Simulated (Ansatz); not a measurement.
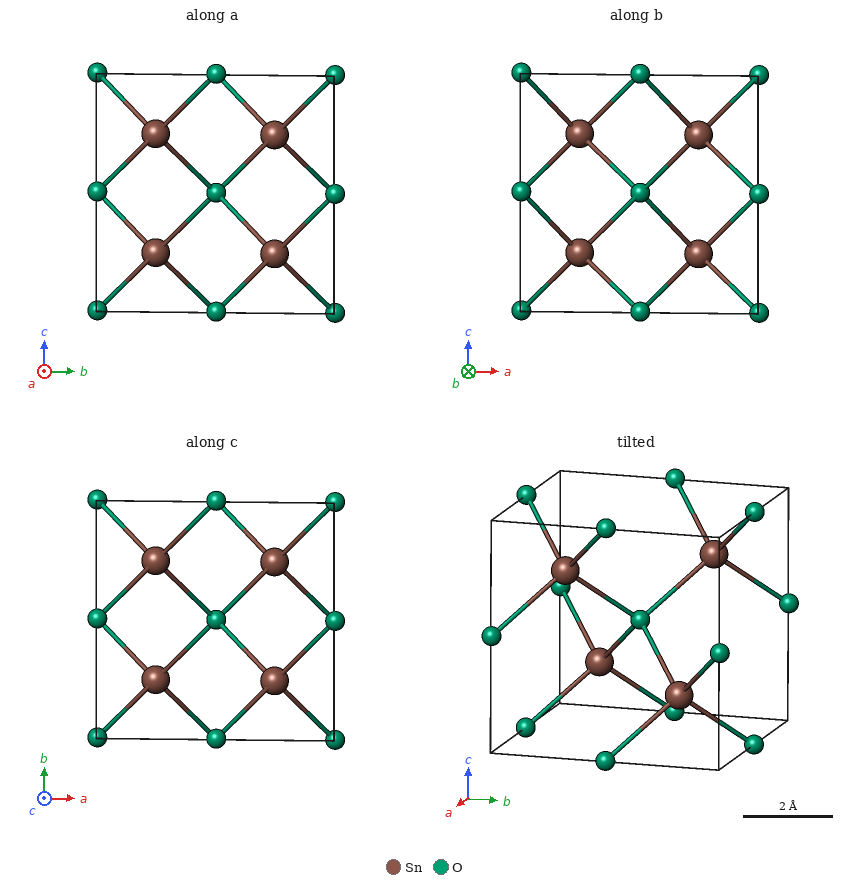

Drawn in the ball-and-stick manner and seen along the a axis, along the b axis, along the c axis and slightly off an axis. The box is the drawn cell (a repeat of the simulation cell); atoms on or close to its faces, edges and corners are drawn wherever they repeat.

Lattice parameters: a = 5.389 Å, b = 5.389 Å, c = 5.389 Å, α = 90.59°, β = 90.59°, γ = 90.59°. Put a along x and b in the xy plane.

> Express the structure as a POSCAR file, with free fractional coordinates to two decimals.

```
Sn O
1.0
     5.389    0.000    0.000
    -0.055    5.388    0.000
    -0.055   -0.056    5.388
Sn O
4 4
Direct
  0.25 0.25 0.25
  0.75 0.75 0.25
  0.75 0.25 0.75
  0.25 0.75 0.75
  0.50 0.00 0.00
  0.00 0.50 0.00
  0.00 0.00 0.50
  0.50 0.50 0.50
```

The initial geometry was a structure type filled with these elements by a generator (whether the compound takes this form wasn't checked). The cell was then strained or its atoms displaced on purpose. It was the input of a calculation with Ansatz.
